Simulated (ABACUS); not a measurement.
**Run report: C, single-point calculation at one volume of an equation of state (part 1 of 2)**

System: C (C2/m, 2 atoms in the cell).
Method: Kohn-Sham DFT of a periodic cell, PBE, PseudoDojo NC SR 0.4.1 PBE standard, no spin polarisation (ABACUS 3.10.1).

The structure derives from a Materials Project entry. It belongs to a series of runs on one base structure; here: volume scaled by 0.94.

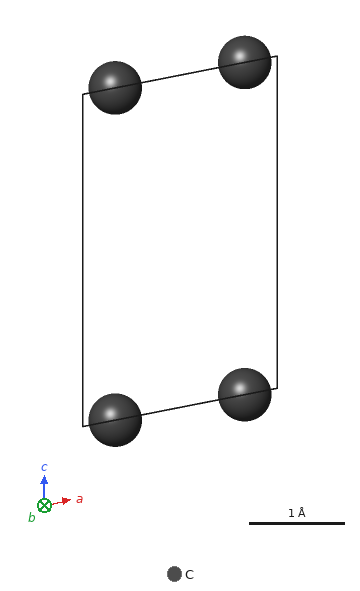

Figure 1. The structure as given in the input (ball-and-stick view of the reduced cell, along the b axis; atoms are numbered from 1 in the order of the input).

**Input**
```
INPUT_PARAMETERS
suffix              C
calculation         scf
basis_type          lcao
pseudo_dir          ./
orbital_dir         ./
symmetry            1
dft_functional      pbe
ecutwfc             100
pseudo_rcut         10
nspin               1
nbands              8
ks_solver           genelpa
smearing_method     fd
smearing_sigma      0.00367493
scf_thr             1e-07
scf_nmax            100
mixing_type         broyden
mixing_beta         0.7
cal_force           1
cal_stress          1
out_mul             1
```

**File STRU**
```
ATOMIC_SPECIES
C 12.0110 C.upf

NUMERICAL_ORBITAL
C_confined-atom_6au_2s2p1d.orb

LATTICE_CONSTANT
1.8897261246

LATTICE_VECTORS
2.0838934217 -1.2032084158 0.0000000000
2.0838934217 1.2032084158 0.0000000000
-1.3509174534 0.0000000000 3.4313236862

ATOMIC_POSITIONS
Direct

C
0.0
2
0.1666444700 0.1666444700 0.9999069600 1 1 1
0.8333555300 0.8333555300 0.0000930400 1 1 1
```

**File KPT**
```
K_POINTS
0
Gamma
13 13 8 0 0 0
```

Command:
```bash
OMP_NUM_THREADS=1 mpirun -np 4 abacus > log
```

**Output**
```
ABACUS v3.10.1

               Atomic-orbital Based Ab-initio Computation at UStc

 ------------------------------------------------------------------------------------

 READING GENERAL INFORMATION
                           global_out_dir = OUT.C/
                           global_in_card = INPUT
                               pseudo_dir = ./
                              orbital_dir = ./
                                    DSIZE = 4
                                    GSIZE = 1

 READING UNITCELL INFORMATION
                                    ntype = 1
                  lattice constant (Bohr) = 1.88973
              lattice constant (Angstrom) = 1

 READING ATOM TYPE 1
                               atom label = C
                      L=0, number of zeta = 2
                      L=1, number of zeta = 2
                      L=2, number of zeta = 1
             number of atom for this type = 2

                        TOTAL ATOM NUMBER = 2
DIRECT COORDINATES
    atom                   x                   y                   z     mag                  vx                  vy                  vz
taud_C1            0.1666444700        0.1666444700        0.9999069600  0.0000        0.0000000000        0.0000000000        0.0000000000
taud_C2            0.8333555300        0.8333555300        0.0000930400  0.0000        0.0000000000        0.0000000000        0.0000000000

                          Volume (Bohr^3) = 116.119
                             Volume (A^3) = 17.2071

 Lattice vectors: (Cartesian coordinate: in unit of a_0)
             +2.08389            -1.20321                  +0
             +2.08389            +1.20321                  +0
             -1.35092                  +0            +3.43132
 Reciprocal vectors: (Cartesian coordinate: in unit of 2 pi/a_0)
            +0.239935           -0.415556           +0.094463
            +0.239935           +0.415556           +0.094463
                   -0                  -0           +0.291433
 The esolver type has been set to : ksdft_lcao

                PAO radial cut off (Bohr) = 10

 Read in pseudopotential file is C.upf
                     pseudopotential type = NC
          exchange-correlation functional = PBE
                 nonlocal core correction = 1
                        valence electrons = 4
                                     lmax = 1
                           number of zeta = 2
                     number of projectors = 4
                           L of projector = 0
                           L of projector = 0
                           L of projector = 1
                           L of projector = 1
     initial pseudo atomic orbital number = 8

 SETUP THE ELECTRONS NUMBER
             electron number of element C = 4
       total electron number of element C = 8
            AUTOSET number of electrons:  = 8
                           occupied bands = 4
                                   NLOCAL = 26
                                   NBANDS = 8
                                   NBANDS = 8
                                   NLOCAL = 26

 SETUP THE PLANE WAVE BASIS
 energy cutoff for charge/potential (unit:Ry) = 400
            fft grid for charge/potential = [ 30, 30, 45 ]
                        fft grid division = [ 5, 5, 3 ]
        big fft grid for charge/potential = [ 6, 6, 15 ]
                                     nbxx = 144
                                     nrxx = 10800

 SETUP PLANE WAVES FOR CHARGE/POTENTIAL
                    number of plane waves = 15721
                         number of sticks = 583

 PARALLEL PW FOR CHARGE/POTENTIAL
     PROC   COLUMNS(POT)             PW
        1            146           3931
        2            147           3930
        3            145           3930
        4            145           3930
 --------------- sum -------------------
        4            583          15721
                            number of |g| = 2804
                                  max |g| = 36.177
                                  min |g| = 0.240784

----------- Double Check Mixing Parameters Begin ------------
mixing_type: broyden
mixing_beta: 0.7
mixing_gg0: 1
mixing_gg0_min: 0.1
mixing_ndim: 8
----------- Double Check Mixing Parameters End ------------

 LATTICE VECTORS: (CARTESIAN COORDINATE: IN UNIT OF A0)
             +2.08389            -1.20321                  +0
             +2.08389            +1.20321                  +0
             -1.35092                  +0            +3.43132
                       right hand lattice = 1
                                   NORM_A = 2.40631
                                   NORM_B = 2.40631
                                   NORM_C = 3.68768
                           ALPHA (DEGREE) = 108.497
                           BETA  (DEGREE) = 108.497
                           GAMMA (DEGREE) = 60.003

 The lattice vectors have been changed (STRU_SIMPLE.cif)

(for optimal symmetric configuration:)
                             BRAVAIS TYPE = 13
                     BRAVAIS LATTICE NAME = 13. Monoclinic A (base-center)
                                    ibrav = 13
                                    IBRAV = 13
                                  BRAVAIS = BASE CENTERED MONOLINIC CELL
                       LATTICE CONSTANT A = 4.16779
                                B/A RATIO = 0.577385
                                C/A RATIO = 1.86718
                                COS(BETA) = -0.897541
Original cell was already a primitive cell.
                        ROTATION MATRICES = 4
              PURE POINT GROUP OPERATIONS = 4
                   SPACE GROUP OPERATIONS = 4
                                       C2 = 1
                                       C3 = 0
                                       C4 = 0
                                       C6 = 0
                                       S1 = 1
                                       S3 = 0
                                       S4 = 0
                                       S6 = 0
                              POINT GROUP = C_2h
                                       C2 = 1
                                       C3 = 0
                                       C4 = 0
                                       C6 = 0
                                       S1 = 1
                                       S3 = 0
                                       S4 = 0
                                       S6 = 0
               POINT GROUP IN SPACE GROUP = C_2h

 SETUP K-POINTS
                                    nspin = 1
                   Input type of k points = Monkhorst-Pack(Gamma)
                                   nkstot = 1352
                       right hand lattice = 1
(for reciprocal lattice: )
                             BRAVAIS TYPE = 13
                     BRAVAIS LATTICE NAME = 13. Monoclinic A (base-center)
                                    ibrav = 13
                       right hand lattice = 1
(for k-lattice: )
                             BRAVAIS TYPE = 13
                     BRAVAIS LATTICE NAME = 13. Monoclinic A (base-center)
                                    ibrav = 13
                       right hand lattice = 1
                        ROTATION MATRICES = 4
                               nkstot_ibz = 371
K-POINTS REDUCTION ACCORDING TO SYMMETRY
     IBZ    DIRECT_X    DIRECT_Y    DIRECT_Z  WEIGHT  ibz2bz
       1  0.00000000  0.00000000  0.00000000  0.0007       0
       2  0.07692308  0.00000000  0.00000000  0.0030       1
       3  0.15384615  0.00000000  0.00000000  0.0030       2
       4  0.23076923  0.00000000  0.00000000  0.0030       3
       5  0.30769231  0.00000000  0.00000000  0.0030       4
       6  0.38461538  0.00000000  0.00000000  0.0030       5
       7  0.46153846  0.00000000  0.00000000  0.0030       6
       8  0.07692308  0.07692308  0.00000000  0.0015      14
       9  0.15384615  0.07692308  0.00000000  0.0030      15
      10  0.23076923  0.07692308  0.00000000  0.0030      16
      11  0.30769231  0.07692308  0.00000000  0.0030      17
      12  0.38461538  0.07692308  0.00000000  0.0030      18
      13  0.46153846  0.07692308  0.00000000  0.0030      19
      14 -0.07692308  0.46153846  0.00000000  0.0030      20
      15 -0.07692308  0.38461538  0.00000000  0.0030      21
      16 -0.07692308  0.30769231  0.00000000  0.0030      22
      17 -0.07692308  0.23076923  0.00000000  0.0030      23
      18 -0.07692308  0.15384615  0.00000000  0.0030      24
      19 -0.07692308  0.07692308  0.00000000  0.0015      25
      20  0.15384615  0.15384615  0.00000000  0.0015      28
      21  0.23076923  0.15384615  0.00000000  0.0030      29
      22  0.30769231  0.15384615  0.00000000  0.0030      30
      23  0.38461538  0.15384615  0.00000000  0.0030      31
      24  0.46153846  0.15384615  0.00000000  0.0030      32
      25 -0.15384615  0.46153846  0.00000000  0.0030      33
      26 -0.15384615  0.38461538  0.00000000  0.0030      34
      27 -0.15384615  0.30769231  0.00000000  0.0030      35
      28 -0.15384615  0.23076923  0.00000000  0.0030      36
      29 -0.15384615  0.15384615  0.00000000  0.0015      37
      30  0.23076923  0.23076923  0.00000000  0.0015      42
[... 341 further k points ...]

                               nkstot now = 371
[... K-POINTS DIRECT COORDINATES: 371 rows ...]

           k-point number in this process = 371
       minimum distributed K point number = 371
[... stars of the k points ...]

[... K-POINTS CARTESIAN COORDINATES: 371 rows ...]

[... K-POINTS DIRECT COORDINATES: 371 rows ...]

 SETUP PLANE WAVES FOR WAVE FUNCTIONS
     energy cutoff for wavefunc (unit:Ry) = 100
              fft grid for wave functions = [ 30, 30, 45 ]
                    number of plane waves = 2871
                         number of sticks = 187

 PARALLEL PW FOR WAVE FUNCTIONS
     PROC   COLUMNS(POT)             PW
        1             47            720
        2             46            716
        3             47            717
        4             47            718
 --------------- sum -------------------
        4            187           2871

 SET NONLOCAL PSEUDOPOTENTIAL PROJECTORS
 max number of nonlocal projetors among all species is 4

 -------------------------------------------
 SELF-CONSISTENT
 -------------------------------------------

 SETUP SEARCHING RADIUS FOR PROGRAM TO SEARCH ADJACENT ATOMS
                  longest orb rcut (Bohr) = 6
   longest nonlocal projector rcut (Bohr) = 1.3
                     search radius (Bohr) = 14.6
              searching radius is (Bohr)) = 14.6
         searching radius unit is (Bohr)) = 1.89
                         PeriodicBoundary = 1
                        Radius(unit:lat0) = 7.73
                                   glayer = [ 5, 5, 4 ]
                             glayer_minus = [ 4, 4, 3 ]

Find the coordinate range of the input atom(unit:lat0).
                                  min_tau = [ -21.4, -9.63, -10.3 ]
                                  max_tau = [ 24.2, 9.63, 13.7 ]
                                BoxNumber = [ 9, 9, 7 ]

 SETUP EXTENDED REAL SPACE GRID FOR GRID INTEGRATION
                          real space grid = [ 30, 30, 45 ]
                 big cell numbers in grid = [ 6, 6, 15 ]
             meshcell numbers in big cell = [ 5, 5, 3 ]
                        extended fft grid = [ 10, 10, 14 ]
                dimension of extened grid = [ 27, 27, 44 ]
                            UnitCellTotal = 75
              Atom number in sub-FFT-grid = 2
    Local orbitals number in sub-FFT-grid = 26
                                ParaV.nnr = 13441
                                 init_chg = atomic

 LCAO ALGORITHM --------------- ION=   1  ELEC=   1--------------------------------

 Density error is 0.165185397029
----------------------------------------------------------
     Energy           Rydberg                 eV
----------------------------------------------------------
 E_KohnSham     -24.0468073697       -327.1735989368
 E_Harris       -22.6512605530       -308.1862104041
 E_Fermi        0.4196829242         5.7100791225
----------------------------------------------------------

 LCAO ALGORITHM --------------- ION=   1  ELEC=   2--------------------------------

 Density error is 0.0361442730175
----------------------------------------------------------
     Energy           Rydberg                 eV
----------------------------------------------------------
 E_KohnSham     -24.0598679928       -327.3512978297
 E_Harris       -23.7543711163       -323.1947995889
 E_Fermi        0.5184308545         7.0536136408
```
